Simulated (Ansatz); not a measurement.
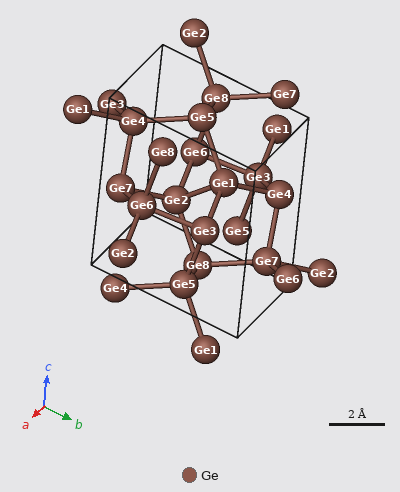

Fig. 1: The input geometry (ball-and-stick view of the cell of the calculation, seen slightly off an axis; bonded neighbours outside the cell are drawn too; atoms are numbered from 1 in the order of the input). An atom can appear more than once, as a periodic image. Near neighbours in the periodic cell (some may lie outside the picture): Ge has 4 Ge at 2.50 to 2.56 Å.

## Single-point calculation of Ge

- system: Ge (R-3, 8 atoms in the cell)
- method: DFT r2SCAN, scalar-relativistic, plane waves, PAW, no spin polarisation (Ansatz 0.2.0)

The structure derives from a Materials Project entry. Figures and captions count atoms from 1; the log counts them from 0 in places.

Input:
```yaml
crystal:
  lattice:
    - [5.0124018495, 2.8939115571, 1.9886385167]
    - [-5.0124018495, 2.8939115571, 1.9886385167]
    - [0.0, -5.7878231142, 1.9886385167]
  atoms:
    - { symbol: Ge, position: [0.714481, 0.714481, 0.714481] }
    - { symbol: Ge, position: [0.285519, 0.285519, 0.285519] }
    - { symbol: Ge, position: [0.02693, 0.721767, 0.530053] }
    - { symbol: Ge, position: [0.530053, 0.02693, 0.721767] }
    - { symbol: Ge, position: [0.721767, 0.530053, 0.02693] }
    - { symbol: Ge, position: [0.97307, 0.278233, 0.469947] }
    - { symbol: Ge, position: [0.469947, 0.97307, 0.278233] }
    - { symbol: Ge, position: [0.278233, 0.469947, 0.97307] }
basis:
  ecutwfc: 500
kpoints:
  mp_grid: { grid: [6, 6, 6] }
hamiltonian:
  xc: r2scan
scf:
  occupations: { method: gaussian, width: 0.1 }
output:
  forces: true
  stress: true
  eigenvalues: true
```

Run as:
```bash
ansatz run input.yaml --threads 2 --pin off --max-ram 5120MiB --backend cpu --events-out ev --progress --plain --runs-dir out
```

Log:
```
Engine: ansatz 0.2.0, x86_64-unknown-linux-gnu
Pseudopotentials: kind: paw
Pseudopotential: Ge, paw, valence charge 14, recommended cutoff 500 eV (meta_gga), Ge.paw.azcp
Functional definition: r2SCAN
  parameter k0 = 0.174
  parameter k1 = 0.065
  parameter a1 = 4.9479
  exchange = r2scan_x(k0 = k0, k1 = k1, a1 = a1)
  correlation = r2scan_c
Crystal: 8 atoms, lattice volume = 173.077 Å³
Basis set: ecut = 500 eV, 4381 PW (Γ), exchange–correlation on 180×180×180 points (64 copies of the dense FFT grid, shifted against one another)
Bands: 68, of which v1, the nominal top of the filled ones, is band 56 counted from 1 (55 counted from 0)
Symmetry: 6 space group operations
Space group: R-3 (ITA 148), of the structure as read, at distance tolerance 5.6e-5 Å
k-points: 40 of 216
Non-local potential: Ge, projectors of the file, l = 0: 2, l = 1: 2, l = 2: 3, l = 3: 1
PAW form: soft (Blöchl's): semilocal exchange-correlation on the pseudo side does not see the compensation charge
PAW frozen core: Ge, regenerated for the run's functional (the file was generated under x = pbe(κ = 0.804, μ = 0.2195149727645171), c = pbe(β = 0.06672455060314922))
PAW one-centre angular grid: Ge, 590 points (default); XC on 160 Gauss nodes
Initial density: superposition of atomic densities (neutral atoms: chi_scale 0, normalization atom), corrected by the library's trained network
Initial wavefunctions: pseudopotential atomic-orbital guess
Functional: x = r2scan, c = r2scan; τ floored in thin density (d = 2e-4 eV/Å³)
SCF iter   1: F=—  HF=-34421.728914 eV  |F-HF|=—  |Δ(HF+E_count)|=         —  Δρ=7.60e-3  dr2=4.87e-2  dr2_τ=1.25e-2  ethr=1.77e-3  ⟨swp⟩=5.8  Hψ=9646  notcnv=0  defer=12
preconditioner: auto → Resta (q_TF=auto, 2.537 Å⁻¹)  ε∞=2.6  [insulator: Δε(μ)=0.141 eV  Ē_g=23.306 eV  σ=0.100 eV  W_gap=0.63  n_scr=48 (ndim 8)  ℏωp=29.9 eV  f_vac=0.000  D(μ)=0.49/eV (n_scr^D=0)  ε∞_Penn≈2.6]
SCF iter   2: F=—  HF=-34421.763510 eV  |F-HF|=—  |Δ(HF+E_count)|=   3.46e-2  Δρ=2.54e-3  dr2=7.53e-3  dr2_τ=1.20e-4  ethr=4.35e-5  ⟨swp⟩=2.0  Hψ=5678  notcnv=0  defer=202
SCF iter   3: F=—  HF=-34421.764814 eV  |F-HF|=—  |Δ(HF+E_count)|=   1.30e-3  Δρ=1.64e-3  dr2=2.95e-3  dr2_τ=2.87e-5  ethr=6.73e-6  ⟨swp⟩=2.0  Hψ=4757  notcnv=0  defer=122
automatic band count: iteration 3 solves 66 bands in place of 68: the levels show a gap, and the empty bands left out lie too high to hold charge; the band table lists the bands solved (type scf.n_extra_bands for more)
SCF iter   4: F=—  HF=-34421.765632 eV  |F-HF|=—  |Δ(HF+E_count)|=   8.19e-4  Δρ=1.49e-4  dr2=4.52e-5  dr2_τ=9.61e-7  ethr=2.64e-6  ⟨swp⟩=2.0  Hψ=3129  notcnv=0  defer=122
SCF iter   5: F=—  HF=-34421.765650 eV  |F-HF|=—  |Δ(HF+E_count)|=   1.74e-5  Δρ=3.85e-5  dr2=2.14e-6  dr2_τ=4.21e-8  ethr=4.04e-8  ⟨swp⟩=3.0  Hψ=4824  notcnv=0  defer=122
SCF iter   6: F=—  HF=-34421.765652 eV  |F-HF|=—  |Δ(HF+E_count)|=   2.39e-6  Δρ=7.24e-6  dr2=1.13e-7  dr2_τ=1.41e-9  ethr=1.91e-9  ⟨swp⟩=2.0  Hψ=4697  notcnv=0  defer=122
SCF iter   7: F=-34421.765652 eV  HF=-34421.765652 eV  |F-HF|=3.87e-8  |Δ(HF+E_count)|=   4.18e-8  Δρ=3.45e-6  dr2=2.48e-8  dr2_τ=2.32e-10  ethr=8.93e-11  ⟨swp⟩=8.2  Hψ=9483  notcnv=0
SCF 1 converged in 7 iterations: F = -34421.765652 eV  dr2 = 2.48e-8
  greatest PAW one-centre occupation: 0.998 electrons in one spin orbital (limit 2), on the Ge atom at site 6 (counted from 0), in its partial waves of l = 2
```

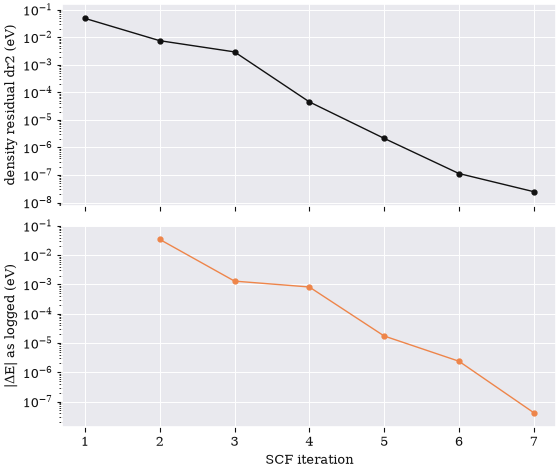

Fig. 2: Convergence of the self-consistent field: density residual dr2 and size of the energy change against the SCF iteration. The residual falls at every step.

```
SCF converged after 7 iterations
Free energy (F): -34421.765652 eV
Harris-Foulkes:  -34421.765652 eV  (|F-HF|=3.87e-8)
Internal energy: -34421.763185 eV  (E = F + TS)
E sigma→0 (E₀):  -34421.764418 eV
Entropy (-TS):   -0.002467 eV (-0.308 meV/atom)
Fermi energy:    8.877064 eV
--- Per-component energies (eV) ---
  E_band       = -1204.336613
  E_kinetic    = 882.029802
  E_local      = -18924.711120  (includes V_loc(G=0)·N_el)
  E_nonlocal   = 3352.814268
  E_hartree    = 8293.806819
  E_xc         = -550.237373
  E_vxc        = -539.394049  (∫ρ·V_xc dr)
  E_paw        = -16266.548138  (= ΣΔE_a)
  E_vpaw       = -2592.944659  (= ΣTr[D̂ρ^β])
  E_aug_tail   = 0.000132  (compensation charges beyond the density's cutoff)
  E_vtau       = 30.256803  (kinetic-family band-sum trace: ∫τ·v_τ [+ j·A + Jᵃ·Aᵃ] dr)
  E_ewald      = -11200.231449
  E_core_change = -8.686126  (= ΣΔE_core)
  E_smearing   = -0.002467  (= −TS)
  E_closure    = 0.000000  (closes the sum)
  Σ components = -34421.765652   (vs F -34421.765652, Δ=0.00e0)
--- Forces (eV/Å), atoms counted from 1 ---
  atom   1  Ge    -0.00000000    -0.00000000    -0.16733608
  atom   2  Ge     0.00000000     0.00000000     0.16733608
  atom   3  Ge     0.09625686    -0.06109241    -0.16052346
  atom   4  Ge     0.00477915     0.11390709    -0.16052346
  atom   5  Ge    -0.10103601    -0.05281468    -0.16052346
  atom   6  Ge    -0.09625686     0.06109241     0.16052346
  atom   7  Ge    -0.00477915    -0.11390709     0.16052346
  atom   8  Ge     0.10103601     0.05281468     0.16052346
  max |Σ_I F_I| component: 1.39e-17 eV/Å
--- Stress (GPa, compression-positive) ---
       -2.766570       0.000000       0.000000
       -0.000000      -2.766570       0.000000
        0.000000       0.000000      -2.736034
  P = ⅓ Tr σ = -2.7564 GPa (-27.564 kbar)
--- Band table (eV; the first three rows and the last of 40) ---
  k-point 0: bands = ["-16.5294", "-16.5294", "-16.5255", "-16.5122", "-16.5122", "-16.4979", "-16.4916", "-16.4916", "-16.4637", "-16.4637", "-16.4432", "-16.4057", "-16.4057", "-16.4039", "-16.3883", "-16.3840", "-16.3840", "-16.3752", "-16.3752", "-16.3618", "-16.3446", "-16.3282", "-16.3282", "-16.3263", "-16.3263", "-16.3226", "-16.3226", "-16.3190", "-16.2801", "-16.2801", "-16.2764", "-16.2764", "-16.2737", "-16.2521", "-16.2481", "-16.2481", "-16.2449", "-16.2024", "-16.1957", "-16.1957", "-4.3047", "-0.6515", "0.0121", "0.0121", "0.2062", "1.8180", "1.8180", "1.8736", "4.3748", "4.3748", "5.0281", "5.3487", "5.3487", "7.5897", "7.5897", "8.0802", "10.4792", "10.8645", "10.8645", "13.2663", "13.2663", "13.3200", "13.8070", "13.8070", "14.1305", "15.4933"]
  k-point 1: bands = ["-16.5298", "-16.5270", "-16.5240", "-16.5137", "-16.5090", "-16.4973", "-16.4939", "-16.4912", "-16.4620", "-16.4529", "-16.4404", "-16.4180", "-16.4086", "-16.4065", "-16.3905", "-16.3869", "-16.3823", "-16.3786", "-16.3686", "-16.3637", "-16.3479", "-16.3411", "-16.3323", "-16.3262", "-16.3238", "-16.3193", "-16.3160", "-16.3084", "-16.2928", "-16.2808", "-16.2807", "-16.2712", "-16.2672", "-16.2566", "-16.2477", "-16.2445", "-16.2365", "-16.2041", "-16.1971", "-16.1966", "-4.1488", "-0.8797", "-0.4940", "-0.1240", "0.1420", "1.7410", "1.9950", "2.3531", "4.1786", "4.6753", "5.5213", "5.8351", "6.1117", "6.9804", "7.1537", "7.8911", "10.5675", "11.2365", "11.4399", "12.1369", "12.6059", "12.7719", "13.6048", "13.7040", "13.8904", "14.4193"]
  k-point 2: bands = ["-16.5304", "-16.5234", "-16.5193", "-16.5149", "-16.5050", "-16.4962", "-16.4920", "-16.4881", "-16.4631", "-16.4458", "-16.4355", "-16.4299", "-16.4116", "-16.4054", "-16.3963", "-16.3884", "-16.3832", "-16.3788", "-16.3715", "-16.3674", "-16.3530", "-16.3435", "-16.3341", "-16.3322", "-16.3270", "-16.3171", "-16.3075", "-16.3039", "-16.2982", "-16.2882", "-16.2820", "-16.2659", "-16.2647", "-16.2525", "-16.2478", "-16.2369", "-16.2284", "-16.2074", "-16.2001", "-16.1989", "-3.6999", "-1.7695", "-0.8813", "-0.3757", "0.0751", "1.5560", "2.4487", "3.0874", "4.2284", "5.5438", "5.6752", "6.2516", "6.7977", "7.0507", "7.5250", "7.9423", "9.5066", "10.1752", "11.4647", "11.5530", "11.8560", "12.3068", "12.7590", "13.3535", "13.8128", "14.3401"]
  k-point 39: bands = ["-16.5257", "-16.5257", "-16.5230", "-16.4993", "-16.4937", "-16.4937", "-16.4789", "-16.4724", "-16.4724", "-16.4636", "-16.4308", "-16.4308", "-16.4186", "-16.4121", "-16.4121", "-16.3955", "-16.3955", "-16.3681", "-16.3655", "-16.3655", "-16.3584", "-16.3584", "-16.3562", "-16.3179", "-16.3170", "-16.3170", "-16.3121", "-16.3121", "-16.3117", "-16.2699", "-16.2633", "-16.2633", "-16.2579", "-16.2435", "-16.2435", "-16.2281", "-16.2281", "-16.2119", "-16.2109", "-16.2109", "-2.1231", "-2.1231", "-1.7872", "-1.1458", "-0.4709", "-0.4709", "3.7862", "5.4702", "5.6831", "5.6831", "6.1347", "6.1347", "6.3418", "6.7242", "9.1268", "9.1268", "9.9449", "10.2083", "11.7180", "11.7180", "11.9216", "11.9911", "12.0637", "12.0637", "12.3353", "13.1960"]
```

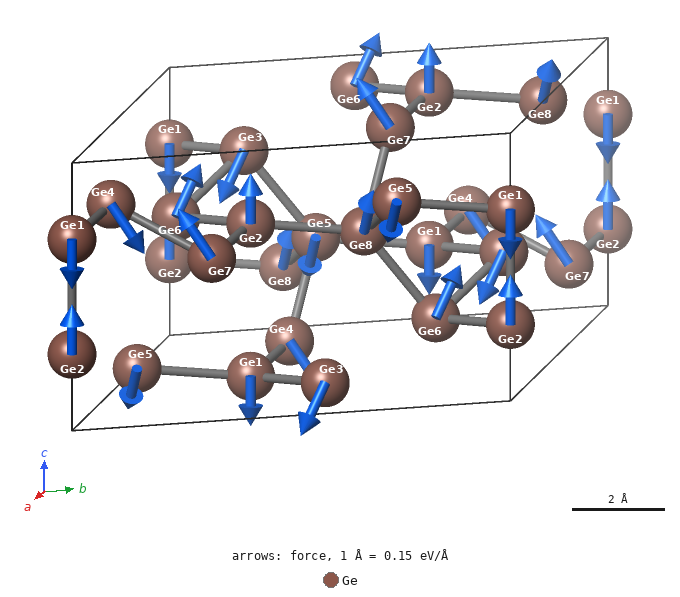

Fig. 3: Forces on the atoms as blue arrows (ball-and-stick view of the cell 3 times as large as that of the calculation, set on its symmetry axes, seen slightly off an axis; atoms are numbered from 1 in the order of the input). The largest act on Ge3, Ge4, Ge5, Ge6, Ge7, Ge8 (0.20 eV/Å); Ge1, Ge2 (0.17 eV/Å). The geometry is not a stationary point of this energy.

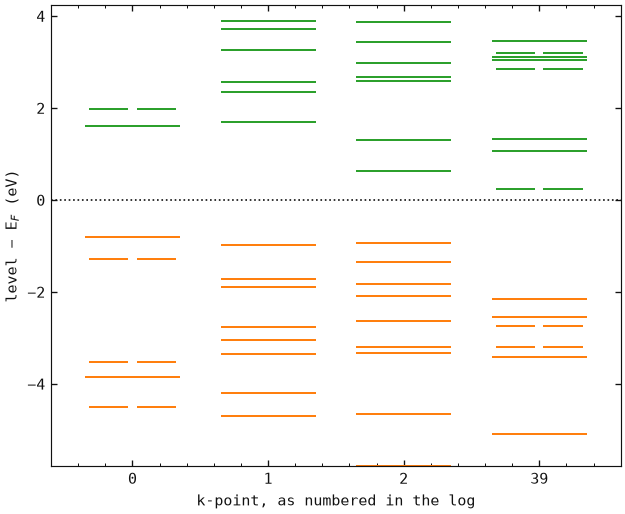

Fig. 4: Kohn–Sham levels near the Fermi level (dotted) at the few k-points that the log prints; levels within 0.02 eV of each other stand side by side. The system is metallic on the full mesh.

Results in brief:

- outcome: converged
- space group (tolerance 0.01 Å): R-3 (148)
- electrons treated: 112
- free energy: −34421.7657 eV
- Fermi energy: 8.877 eV
- gap on the k-point mesh: none (metallic)
- pressure: −2.76 GPa
- largest force (length of the vector): 0.197 eV/Å
- hardware: 2 threads of Oxide Virtual Turin-like (Zen 5), 32 GiB of memory available, shared host
- wall time: 20 s (CPU time 34 s)
- peak memory: 1.1 GiB
